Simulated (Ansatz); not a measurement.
Ta$_{27}$N$_{26}$: geometry relaxation (part 2 of 3)

The same run, continued: Ta$_{27}$N$_{26}$ (defect cell, 53 atoms in the cell); DFT PBE, scalar-relativistic, plane waves, PAW, spin-polarised (Ansatz 0.2.0); cutoff 420 eV, 3×3×2 k-mesh, Gaussian smearing of 0.05 eV, collinear spins. The structure derives from an entry of the Crystallography Open Database.

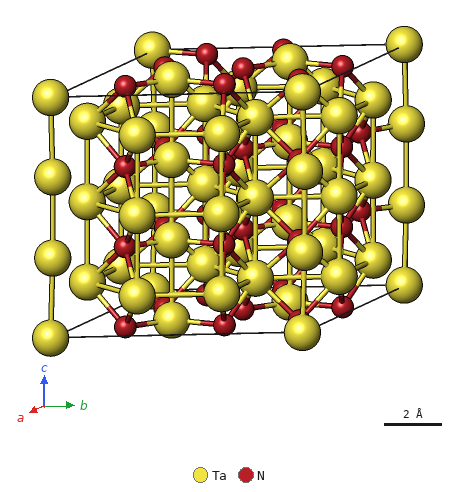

The geometry at step 3 of the log (ball-and-stick view of the cell of the calculation, seen slightly off an axis).

## What the program printed, continued
```
SCF iter   1: F=—  HF=-278214.625966 eV  |F-HF|=—  |Δ(HF+E_count)|=         —  Δρ=5.91e-3 (↑5.13e-3 ↓5.91e-3)  dr2=2.26e0  dr2_m=9.58e-3  M=0.037 μB ∫|m|=0.078 μB  β_m=0.30  ethr=4.61e-4  ⟨swp⟩=1.2  Hψ=17281  notcnv=0  defer=938
preconditioner: auto → Kerker (q_TF=auto, 2.621 Å⁻¹)  [metal: Δε(μ)=0.011 eV  Ē_g=9.409 eV  σ=0.050 eV  W_gap=0.12  n_scr=198 (ndim 8)  ℏωp=24.4 eV  f_vac=0.000  D(μ)=10.67/eV (n_scr^D=70)]
spin=Collinear: Kerker preconditioning applied to the charge; magnetization (m = ρ↑ − ρ↓) channel mixes plain (no charge-response kernel on spin).
SCF iter   2: F=—  HF=-278214.530114 eV  |F-HF|=—  |Δ(HF+E_count)|=   9.59e-2  Δρ=4.16e-3 (↑3.57e-3 ↓4.16e-3)  dr2=1.32e0  dr2_m=5.09e-3  M=0.039 μB ∫|m|=0.069 μB  β_m=0.65  ethr=4.61e-4  ⟨swp⟩=1.1  Hψ=5901  notcnv=0  defer=938
SCF iter   3: F=—  HF=-278214.359085 eV  |F-HF|=—  |Δ(HF+E_count)|=   1.71e-1  Δρ=9.42e-4 (↑9.41e-4 ↓9.42e-4)  dr2=4.93e-2  dr2_m=1.12e-5  M=0.037 μB ∫|m|=0.050 μB  β_m=0.64  ethr=2.74e-4  ⟨swp⟩=3.0  Hψ=7833  notcnv=0  defer=938
SCF iter   4: F=—  HF=-278214.364724 eV  |F-HF|=—  |Δ(HF+E_count)|=   5.64e-3  Δρ=5.39e-4 (↑5.39e-4 ↓5.31e-4)  dr2=1.41e-2  dr2_m=1.01e-5  M=0.032 μB ∫|m|=0.038 μB  β_m=0.82  ethr=1.02e-5  ⟨swp⟩=2.0  Hψ=8259  notcnv=0  defer=938
SCF iter   5: F=—  HF=-278214.366192 eV  |F-HF|=—  |Δ(HF+E_count)|=   1.47e-3  Δρ=1.55e-4 (↑1.55e-4 ↓1.54e-4)  dr2=1.45e-3  dr2_m=1.40e-6  M=0.024 μB ∫|m|=0.028 μB  β_m=0.84  ethr=2.93e-6  ⟨swp⟩=2.0  Hψ=8601  notcnv=0  defer=938
SCF iter   6: F=—  HF=-278214.366196 eV  |F-HF|=—  |Δ(HF+E_count)|=   4.49e-6  Δρ=8.34e-5 (↑7.07e-5 ↓8.34e-5)  dr2=6.91e-4  dr2_m=8.27e-7  M=0.020 μB ∫|m|=0.023 μB  β_m=0.91  ethr=3.02e-7  ⟨swp⟩=2.0  Hψ=8057  notcnv=0  defer=938
SCF iter   7: F=—  HF=-278214.366236 eV  |F-HF|=—  |Δ(HF+E_count)|=   3.96e-5  Δρ=3.36e-5 (↑2.77e-5 ↓3.36e-5)  dr2=5.68e-5  dr2_m=6.25e-7  M=0.017 μB ∫|m|=0.019 μB  β_m=0.96  ethr=1.44e-7  ⟨swp⟩=2.0  Hψ=6771  notcnv=0  defer=938
SCF iter   8: F=-278214.366215 eV  HF=-278214.366234 eV  |F-HF|=1.92e-5  |Δ(HF+E_count)|=   1.66e-6  Δρ=2.33e-5 (↑2.33e-5 ↓1.86e-5)  dr2=2.20e-5  dr2_m=2.47e-7  M=0.014 μB ∫|m|=0.016 μB  ethr=1.18e-8  ⟨swp⟩=2.0  Hψ=15929  notcnv=0
the starting moments were not kept: the SCF closed with an absolute magnetisation of 1.5e-2 μB, where they sum to 2.5 μB in size (5 sites). That is at most 0.1 of that sum. Measured as dr2_m measures the in/out step, that magnetisation stands 9.1e-6 eV from none, at or under the dr2_threshold of 1.0e-4 eV: it is no larger than a step whose dr2_m would equal this threshold.
SCF 2 converged in 8 iterations: F = -278214.366215 eV  dr2 = 2.20e-5
  greatest PAW one-centre occupation: 1.000 electrons in one spin orbital (limit 2), on the Ta atom at site 23 (counted from 0), in its partial waves of l = 0
relax step   2: F+E_penalty+E_count = -278214.36621489 eV  Δ(F+E_penalty+E_count) = -3.017e-1 eV  max|allowed force component| = 9.838e-1 eV/Å  Δτ_max = 0.1952 Å  (8 SCF iters, dr2 threshold 1.00e-4 eV, accepted)
SCF iter   1: F=—  HF=-278214.578490 eV  |F-HF|=—  |Δ(HF+E_count)|=         —  Δρ=2.40e-3 (↑2.15e-3 ↓2.40e-3)  dr2=3.15e-1  dr2_m=1.46e-3  M=0.006 μB ∫|m|=0.020 μB  β_m=0.30  ethr=9.63e-4  ⟨swp⟩=4.0  Hψ=9606  notcnv=0  defer=934
preconditioner: auto → Kerker (q_TF=auto, 2.621 Å⁻¹)  [metal: Δε(μ)=0.047 eV  Ē_g=9.416 eV  σ=0.050 eV  W_gap=0.48  n_scr=198 (ndim 8)  ℏωp=24.4 eV  f_vac=0.000  D(μ)=14.21/eV (n_scr^D=82)]
spin=Collinear: Kerker preconditioning applied to the charge; magnetization (m = ρ↑ − ρ↓) channel mixes plain (no charge-response kernel on spin).
SCF iter   2: F=—  HF=-278214.569436 eV  |F-HF|=—  |Δ(HF+E_count)|=   9.05e-3  Δρ=1.73e-3 (↑1.55e-3 ↓1.73e-3)  dr2=1.98e-1  dr2_m=7.79e-4  M=0.006 μB ∫|m|=0.016 μB  β_m=0.65  ethr=6.54e-5  ⟨swp⟩=1.0  Hψ=6800  notcnv=0  defer=934
SCF iter   3: F=—  HF=-278214.546860 eV  |F-HF|=—  |Δ(HF+E_count)|=   2.26e-2  Δρ=4.27e-4 (↑4.27e-4 ↓4.26e-4)  dr2=2.98e-2  dr2_m=5.13e-7  M=0.004 μB ∫|m|=0.007 μB  β_m=0.70  ethr=4.12e-5  ⟨swp⟩=2.0  Hψ=7800  notcnv=0  defer=934
SCF iter   4: F=—  HF=-278214.539614 eV  |F-HF|=—  |Δ(HF+E_count)|=   7.25e-3  Δρ=2.59e-4 (↑2.41e-4 ↓2.59e-4)  dr2=1.55e-3  dr2_m=1.27e-5  M=0.003 μB ∫|m|=0.004 μB  β_m=0.77  ethr=6.20e-6  ⟨swp⟩=2.0  Hψ=7437  notcnv=0  defer=934
SCF iter   5: F=—  HF=-278214.543575 eV  |F-HF|=—  |Δ(HF+E_count)|=   3.96e-3  Δρ=1.45e-4 (↑1.43e-4 ↓1.45e-4)  dr2=1.58e-3  dr2_m=1.65e-7  M=0.003 μB ∫|m|=0.003 μB  β_m=0.89  ethr=3.23e-7  ⟨swp⟩=2.0  Hψ=8582  notcnv=0  defer=934
SCF iter   6: F=—  HF=-278214.544794 eV  |F-HF|=—  |Δ(HF+E_count)|=   1.22e-3  Δρ=9.91e-5 (↑9.77e-5 ↓9.91e-5)  dr2=1.09e-3  dr2_m=4.15e-8  M=0.002 μB ∫|m|=0.003 μB  β_m=0.94  ethr=3.23e-7  ⟨swp⟩=2.0  Hψ=7691  notcnv=0  defer=934
SCF iter   7: F=—  HF=-278214.544831 eV  |F-HF|=—  |Δ(HF+E_count)|=   3.73e-5  Δρ=2.99e-5 (↑2.93e-5 ↓2.99e-5)  dr2=4.87e-5  dr2_m=1.71e-8  M=0.002 μB ∫|m|=0.002 μB  β_m=0.92  ethr=2.27e-7  ⟨swp⟩=2.0  Hψ=8038  notcnv=0  defer=934
SCF iter   8: F=—  HF=-278214.544840 eV  |F-HF|=—  |Δ(HF+E_count)|=   8.76e-6  Δρ=2.75e-5 (↑2.75e-5 ↓2.67e-5)  dr2=9.25e-5  dr2_m=4.28e-9  M=0.002 μB ∫|m|=0.002 μB  β_m=0.90  ethr=1.01e-8  ⟨swp⟩=2.0  Hψ=8553  notcnv=0  defer=934
SCF iter   9: F=-278214.544831 eV  HF=-278214.544832 eV  |F-HF|=1.34e-6  |Δ(HF+E_count)|=   8.15e-6  Δρ=5.35e-6 (↑5.35e-6 ↓5.03e-6)  dr2=1.59e-6  dr2_m=1.86e-9  M=0.002 μB ∫|m|=0.002 μB  ethr=1.01e-8  ⟨swp⟩=2.0  Hψ=13995  notcnv=0
the starting moments were not kept: the SCF closed with an absolute magnetisation of 1.7e-3 μB, where they sum to 2.5 μB in size (5 sites). That is at most 0.1 of that sum. Measured as dr2_m measures the in/out step, that magnetisation stands 1.0e-7 eV from none, at or under the dr2_threshold of 6.0e-5 eV: it is no larger than a step whose dr2_m would equal this threshold.
SCF 3 converged in 9 iterations: F = -278214.544831 eV  dr2 = 1.59e-6
  greatest PAW one-centre occupation: 1.000 electrons in one spin orbital (limit 2), on the Ta atom at site 25 (counted from 0), in its partial waves of l = 0
relax step   3: F+E_penalty+E_count = -278214.54483072 eV  Δ(F+E_penalty+E_count) = -1.786e-1 eV  max|allowed force component| = 7.038e-2 eV/Å  Δτ_max = 0.0785 Å  (9 SCF iters, dr2 threshold 6.05e-5 eV, accepted)
SCF iter   1: F=—  HF=-278214.545953 eV  |F-HF|=—  |Δ(HF+E_count)|=         —  Δρ=2.33e-4 (↑2.05e-4 ↓2.33e-4)  dr2=1.85e-3  dr2_m=1.46e-5  M=0.002 μB ∫|m|=0.003 μB  β_m=0.65  ethr=6.55e-6  ⟨swp⟩=2.0  Hψ=8913  notcnv=0  defer=934
preconditioner: auto → Kerker (q_TF=auto, 2.354 Å⁻¹)  [metal: Δε(μ)=0.036 eV  Ē_g=9.421 eV  σ=0.050 eV  W_gap=0.36  n_scr=144 (ndim 8)  ℏωp=24.4 eV  f_vac=0.000  D(μ)=14.89/eV (n_scr^D=82)]
spin=Collinear: Kerker preconditioning applied to the charge; magnetization (m = ρ↑ − ρ↓) channel mixes plain (no charge-response kernel on spin).
SCF iter   2: F=—  HF=-278214.546481 eV  |F-HF|=—  |Δ(HF+E_count)|=   5.28e-4  Δρ=9.87e-5 (↑8.93e-5 ↓9.87e-5)  dr2=4.27e-4  dr2_m=2.51e-6  M=0.002 μB ∫|m|=0.002 μB  β_m=0.65  ethr=3.85e-7  ⟨swp⟩=2.0  Hψ=9004  notcnv=0  defer=934
SCF iter   3: F=—  HF=-278214.546425 eV  |F-HF|=—  |Δ(HF+E_count)|=   5.63e-5  Δρ=3.38e-5 (↑3.27e-5 ↓3.38e-5)  dr2=8.08e-5  dr2_m=5.20e-8  M=0.002 μB ∫|m|=0.002 μB  β_m=0.64  ethr=8.88e-8  ⟨swp⟩=2.0  Hψ=8410  notcnv=0  defer=934
SCF iter   4: F=—  HF=-278214.546412 eV  |F-HF|=—  |Δ(HF+E_count)|=   1.31e-5  Δρ=1.43e-5 (↑1.38e-5 ↓1.43e-5)  dr2=1.20e-5  dr2_m=2.51e-8  M=0.001 μB ∫|m|=0.002 μB  β_m=0.82  ethr=1.68e-8  ⟨swp⟩=2.0  Hψ=8056  notcnv=0  defer=934
SCF iter   5: F=—  HF=-278214.546417 eV  |F-HF|=—  |Δ(HF+E_count)|=   5.06e-6  Δρ=7.28e-6 (↑7.28e-6 ↓6.62e-6)  dr2=5.77e-6  dr2_m=1.90e-9  M=0.001 μB ∫|m|=0.001 μB  β_m=0.91  ethr=2.50e-9  ⟨swp⟩=2.0  Hψ=8422  notcnv=0  defer=934
SCF iter   6: F=—  HF=-278214.546419 eV  |F-HF|=—  |Δ(HF+E_count)|=   1.79e-6  Δρ=4.14e-6 (↑4.14e-6 ↓3.75e-6)  dr2=1.36e-6  dr2_m=1.40e-9  M=0.001 μB ∫|m|=0.001 μB  β_m=0.95  ethr=1.20e-9  ⟨swp⟩=2.0  Hψ=7838  notcnv=0  defer=934
SCF iter   7: F=—  HF=-278214.546419 eV  |F-HF|=—  |Δ(HF+E_count)|=   3.40e-7  Δρ=1.99e-6 (↑1.88e-6 ↓1.99e-6)  dr2=1.97e-7  dr2_m=1.01e-9  M=0.001 μB ∫|m|=0.001 μB  β_m=0.97  ethr=2.84e-10  ⟨swp⟩=2.0  Hψ=8748  notcnv=0  defer=934
SCF iter   8: F=—  HF=-278214.546419 eV  |F-HF|=—  |Δ(HF+E_count)|=   3.67e-8  Δρ=1.24e-6 (↑1.14e-6 ↓1.24e-6)  dr2=5.92e-8  dr2_m=7.60e-10  M=0.001 μB ∫|m|=0.001 μB  β_m=0.91  ethr=4.09e-11  ⟨swp⟩=2.0  Hψ=8536  notcnv=0  defer=934
SCF iter   9: F=-278214.546419 eV  HF=-278214.546419 eV  |F-HF|=4.10e-8  |Δ(HF+E_count)|=   3.38e-9  Δρ=8.84e-7 (↑8.84e-7 ↓5.85e-7)  dr2=4.54e-8  dr2_m=4.01e-10  M=0.001 μB ∫|m|=0.001 μB  ethr=1.23e-11  ⟨swp⟩=1.6  Hψ=14611  notcnv=0
the starting moments were not kept: the SCF closed with an absolute magnetisation of 8.0e-4 μB, where they sum to 2.5 μB in size (5 sites). That is at most 0.1 of that sum. Measured as dr2_m measures the in/out step, that magnetisation stands 2.3e-8 eV from none, at or under the dr2_threshold of 1.0e-7 eV: it is no larger than a step whose dr2_m would equal this threshold.
SCF 4 converged in 9 iterations: F = -278214.546419 eV  dr2 = 4.54e-8
relax step   4: F+E_penalty+E_count = -278214.54641896 eV  Δ(F+E_penalty+E_count) = -1.588e-3 eV  max|allowed force component| = 1.615e-2 eV/Å  Δτ_max = 0.0079 Å  (9 SCF iters, accepted)
SCF converged after 9 iterations
Magnetization: 0.0007 μB (240.5004 up, 240.4996 down)
Absolute magnetization: 0.0008 μB (∫|ρ↑−ρ↓|, with the PAW one-centre terms)
Spin contamination: 0.0000 ħ² per cell (⟨S²⟩ above its minimum at these occupations)
Per-site moments (μB) at R_I (Å): [(3.316563723736066e-7, 0.8906169346622547), (2.6057403681130228e-6, 0.8903207201902258), (3.234094033513165e-7, 0.8906282704707003), (1.6363630241161822e-6, 0.8911978677779374), (1.6082338601046195e-6, 0.8909165357906862), (1.6356326320893072e-6, 0.8912289035577097), (4.5104253191232364e-5, 0.8881923839022314), (3.991381480101519e-6, 0.8802737950926802), (4.5057192218587536e-5, 0.8881286801794047), (4.511444500158619e-5, 0.8881219138845142), (4.002448402204506e-6, 0.8802461422442892), (4.5177408467344487e-5, 0.8881296165055091), (3.275612447639813e-7, 0.8906143168418431), (2.6190749215607676e-6, 0.8903873387933485), (3.274406354661711e-7, 0.8906171026173164), (1.6391760810503788e-6, 0.8912001759900938), (1.6218475965114653e-6, 0.8909067958428937), (1.6428173483529576e-6, 0.8912242607179585), (2.9379405224651443e-5, 0.8515697200741068), (-2.088148680949983e-6, 0.842433777829632), (-2.0895203781505865e-6, 0.8424471668172083), (1.0357696853599705e-6, 0.8428134525824948), (6.835993920028807e-7, 0.8424846716494804), (6.821771617095426e-7, 0.8424627567861958), (7.724297505270991e-6, 0.8428279136369421), (4.2874040076712715e-6, 0.8412690870829315), (4.281864489357925e-6, 0.8412747967636593), (-9.745355116463207e-8, 0.842433777829632), (-1.0279290507651042e-7, 0.8424471668172083), (3.2594823525613243e-6, 0.8536622570242296), (1.426993349629704e-6, 0.8425126454620363), (1.4221323113435995e-6, 0.8425388587567489), (2.602564951097195e-7, 0.8428279136369421), (6.267857599158222e-7, 0.8446361821800064), (6.23501613143607e-7, 0.8446574470698647), (6.2860661372146264e-6, 0.8489924316194949), (8.211514858340866e-7, 0.8412690870829315), (8.103570292102898e-7, 0.8412747967636593), (4.730288998470424e-6, 0.8515697200741068), (2.215626961154382e-6, 0.8439840170716264), (2.210034708240839e-6, 0.8440005676698616), (1.0427525542897287e-6, 0.8428315065044683), (5.260454202772812e-6, 0.8424846716494804), (5.24874343717082e-6, 0.8424627567861958), (4.738466094134675e-6, 0.8517272182835555), (2.227687552191491e-6, 0.8439670016025221), (2.231506247638432e-6, 0.8439886500451699), (1.0333434050617126e-6, 0.8428134525824948), (5.259642348606585e-6, 0.8425133341948364), (5.2566880508974065e-6, 0.8424992817043924), (6.288315105918998e-6, 0.8489305622796545), (8.025462883806336e-7, 0.8412880763378446), (8.064073451509504e-7, 0.8412954592105212)]
Free energy (F): -278214.546419 eV
Harris-Foulkes:  -278214.546419 eV  (|F-HF|=4.10e-8)
Internal energy: -278214.527801 eV  (E = F + TS)
E sigma→0 (E₀):  -278214.537110 eV
Entropy (-TS):   -0.018618 eV (-0.351 meV/atom)
Fermi energy:    19.442055 eV
--- Per-component energies (eV) ---
  E_band       = -2068.642787
  E_kinetic    = 13347.405302
  E_local      = -18434.791811  (includes V_loc(G=0)·N_el)
  E_nonlocal   = 1575.528897
  E_hartree    = 6271.572786
  E_xc         = -7489.289444
  E_vxc        = -7534.940455  (∫ρ·V_xc dr)
  E_paw        = -230029.284922  (= ΣΔE_a)
  E_vpaw       = -3564.997851  (= ΣTr[D̂ρ^β])
  E_aug_tail   = 0.007561  (compensation charges beyond the density's cutoff)
  E_ewald      = -43455.676170
  E_smearing   = -0.018618  (= −TS)
  E_closure    = 0.000000  (closes the sum)
  Σ components = -278214.546419   (vs F -278214.546419, Δ=0.00e0)
--- Forces (eV/Å), atoms counted from 1 ---
  atom   1  Ta    -0.00107187     0.00106305    -0.00242325
  atom   2  Ta    -0.00067286     0.00245981    -0.00016293
  atom   3  Ta    -0.00076348     0.00160216     0.00287035
  atom   4  Ta    -0.00105810    -0.00107076     0.00073033
  atom   5  Ta    -0.00353137     0.00006905    -0.00045164
  atom   6  Ta    -0.00273350    -0.00061762     0.00062521
  atom   7  Ta    -0.00042702    -0.00045380     0.00505365
  atom   8  Ta    -0.00022382    -0.00111578    -0.00040264
  atom   9  Ta     0.00059980     0.00271122    -0.00383449
  atom  10  Ta    -0.00064515    -0.00196275    -0.00067108
  atom  11  Ta     0.00013968     0.00240436     0.00005101
  atom  12  Ta    -0.00091298    -0.00129939    -0.00201339
  atom  13  Ta    -0.00104831    -0.00134078    -0.00228241
  atom  14  Ta     0.00045340    -0.00203262     0.00072235
  atom  15  Ta    -0.00056075    -0.00055113     0.00381531
  atom  16  Ta    -0.00008496     0.00030470    -0.00101661
  atom  17  Ta    -0.00246304     0.00011041    -0.00074274
  atom  18  Ta    -0.00026268    -0.00107589     0.00115320
  atom  19  Ta     0.00223626     0.00333192     0.00030899
  atom  20  Ta     0.00303030    -0.00129104     0.01546868
  atom  21  Ta     0.00189579    -0.00019579    -0.01615022
  atom  22  Ta     0.00365787     0.00014849     0.00059120
  atom  23  Ta     0.00094764     0.00081115    -0.00084949
  atom  24  Ta     0.00225389     0.00058184     0.00134027
  atom  25  Ta    -0.00135277     0.00008746    -0.00128138
  atom  26  Ta     0.00107154     0.00114397     0.00074852
  atom  27  Ta     0.00078538     0.00064724    -0.00027125
  atom  28  N      0.00315068     0.00031825    -0.00624185
  atom  29  N      0.00172507    -0.00034074     0.00718577
  atom  30  N     -0.00362824     0.00118654    -0.00011653
  atom  31  N      0.00146388    -0.00057046    -0.00076658
  atom  32  N      0.00019583    -0.00084174    -0.00075778
  atom  33  N      0.00199689    -0.00040504    -0.00042295
  atom  34  N      0.00173860    -0.00122327     0.00138586
  atom  35  N      0.00028798    -0.00048070    -0.00090884
  atom  36  N     -0.00086150    -0.00169673    -0.00029929
  atom  37  N      0.00195464    -0.00329857     0.00055755
  atom  38  N      0.00101772    -0.00312046    -0.00086540
  atom  39  N      0.00018956    -0.00381212    -0.00065475
  atom  40  N      0.00033311    -0.00082870    -0.00225421
  atom  41  N      0.00136178    -0.00085887     0.00180095
  atom  42  N      0.00122159     0.00390106    -0.00030655
  atom  43  N     -0.00320266    -0.00123506    -0.00054658
  atom  44  N     -0.00481941    -0.00208029     0.00099354
  atom  45  N      0.00019801     0.00091721    -0.00006458
  atom  46  N      0.00049884     0.00173439    -0.00055861
  atom  47  N      0.00074314     0.00132757     0.00100239
```
